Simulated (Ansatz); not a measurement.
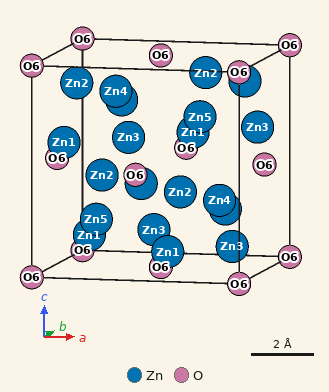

This is the input geometry for a relaxation of a crystal of Zn5O (a generated structure, set up in F-43m) (coarse preliminary run). Style: ball-and-stick. Shown: the conventional cell (4 times the calculation's cell), slightly off an axis. Lengths and directions refer to the drawn axes.

Method: Ansatz, DFT PBE, scalar-relativistic, plane waves, PAW.

The input:
```yaml
crystal:
  lattice:
    - [0.0, 3.45932325, 3.45932325]
    - [3.45932325, 0.0, 3.45932325]
    - [3.45932325, 3.45932325, 0.0]
  atoms:
    - { symbol: Zn, position: [0.375, 0.375, 0.875] }
    - { symbol: Zn, position: [0.375, 0.875, 0.375] }
    - { symbol: Zn, position: [0.875, 0.375, 0.375] }
    - { symbol: Zn, position: [0.375, 0.375, 0.375] }
    - { symbol: Zn, position: [0.75, 0.75, 0.75] }
    - { symbol: O, position: [0.0, 0.0, 0.0], spin: 1.0 }
basis:
  ecutwfc: 420
kpoints:
  mp_grid: { grid: [4, 4, 4] }
hamiltonian:
  xc: pbe
scf:
  occupations: { method: gaussian, width: 0.1 }
  lower_state_search: "off"
output:
  forces: true
  stress: true
  eigenvalues: true
  populations: true
magnetization:
  spin_polarized: true
relax:
  adjacent_minimum: "off"
  f_tol: 0.04
  max_steps: 70
  cell: { stress_tol: 0.4 }
```

Run as
```bash
ansatz run input.yaml --threads 1 --pin off --max-ram 2560MiB --backend cpu --events-out ev --progress --plain --runs-dir out
```

### Predict the outcome.

No atom moves by more than 0.005 Å relative to the cell. The volume changes by +8.8 %, with a = b = c 6.919 → 7.115 Å (+2.8 %). The space group stays F-43m (No. 216). Over 3 accepted moves (5 points after the start) the energy falls by 25.8 meV per atom. The largest force component goes from 0.023 to 0.00016 eV/Å. The pressure goes from 7.39 to 0.05 GPa. At 2 points the geometry stayed and the basis and grid were re-selected for the new cell (energy shift of 2.2 meV per atom at most each time). Cost: 68 s on 1 thread of Intel(R) Xeon(R) Processor @ 2.50GHz (Skylake/Cascade Lake), on a shared host, peak memory 0.4 GiB.

Step by step:

| step | E − E(0), meV/atom | largest force component, eV/Å | pressure, GPa | volume, Å³/atom | note |
| --- | --- | --- | --- | --- | --- |
| 0 | 0.00 | 0.0229 | 7.39 | 13.799 |  |
| 1 | -19.86 | 0.0122 | 2.76 | 14.475 |  |
| 2 | -23.35 | 0.0025 | 0.38 | 14.910 |  |
| 3 | -25.60 | 0.0023 | 0.52 | 14.910 | same geometry, new basis |
| 4 | -25.62 | 0.0002 | 0.05 | 15.009 |  |
| 5 | -25.82 | 0.0002 | 0.05 | 15.009 | same geometry, new basis |

Final geometry:

```
CELL_PARAMETERS angstrom
0.00000 3.55763 3.55763
3.55763 0.00000 3.55763
3.55763 3.55763 0.00000
ATOMIC_POSITIONS crystal
Zn 0.37491 0.37491 0.87528
Zn 0.37491 0.87528 0.37491
Zn 0.87528 0.37491 0.37491
Zn 0.37491 0.37491 0.37491
Zn 0.75000 0.75000 0.75000
O 0.00000 0.00000 0.00000
```

After the run, drawn alike:

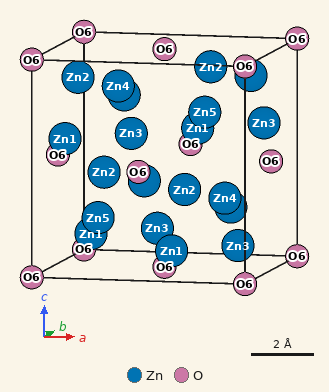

Limits of the set-up: layers or molecules are held without a dispersion correction, so their spacing is unreliable.
